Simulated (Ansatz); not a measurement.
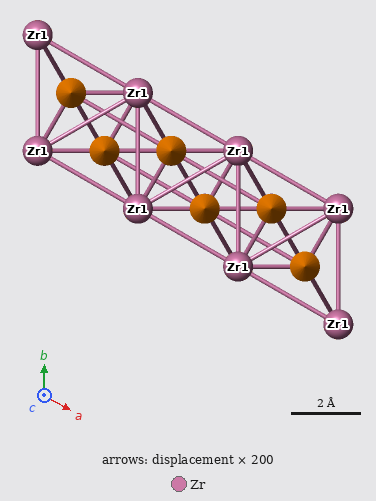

A relaxation of crystalline Zr (built on the samarium (9R)_166 type) (coarse preliminary run). The starting structure is drawn; orange arrows show the displacements (the part carried along by the change of the cell is left out), magnified 200 times.

Style: ball-and-stick. Shown: the conventional cell (3 times the calculation's cell), repeated 3 × 1 × 1 with one cell outlined, along the c axis. Lengths and directions refer to the drawn axes.

Case: samarium (9R) type (R-3m, No. 166).

All numbers below come from DFT PBEsol, scalar-relativistic, plane waves, PAW in Ansatz 0.2.0. (plane-wave cutoff 420 eV; k-point mesh 6 × 6 × 6; occupations gaussian; smearing width 0.1 eV; no spin polarisation; cell and atoms relaxed; force threshold 0.04 eV/Å; at most 70 steps)

Question: Describe the change and its energy.

Answer: The largest moves relative to the cell, 0.016 Å, are those of Zr atoms. The drawn cell changes as follows: a = b 3.395 → 3.172 Å (−6.6 %), c 24.614 → 23.167 Å (−5.9 %); the volume changes by −17.8 %. Some distances before and after: Zr–Zr 3.395 → 3.172 Å, Zr–Zr 3.365 → 3.146 Å, Zr–Zr 3.365 → 3.185 Å. The space group stays R-3m (No. 166). Over 3 accepted moves (4 points after the start) the energy falls by 239 meV per atom. Largest force component: 0.083 eV/Å at the start, 0.0011 eV/Å at the end. Pressure: −13.64 GPa at the start and −0.05 GPa at the end. At 1 point the geometry stayed and the basis and grid were re-selected for the new cell (energy shift of 0.2 meV per atom at most each time). The run took roughly 6 core-seconds on a shared host.
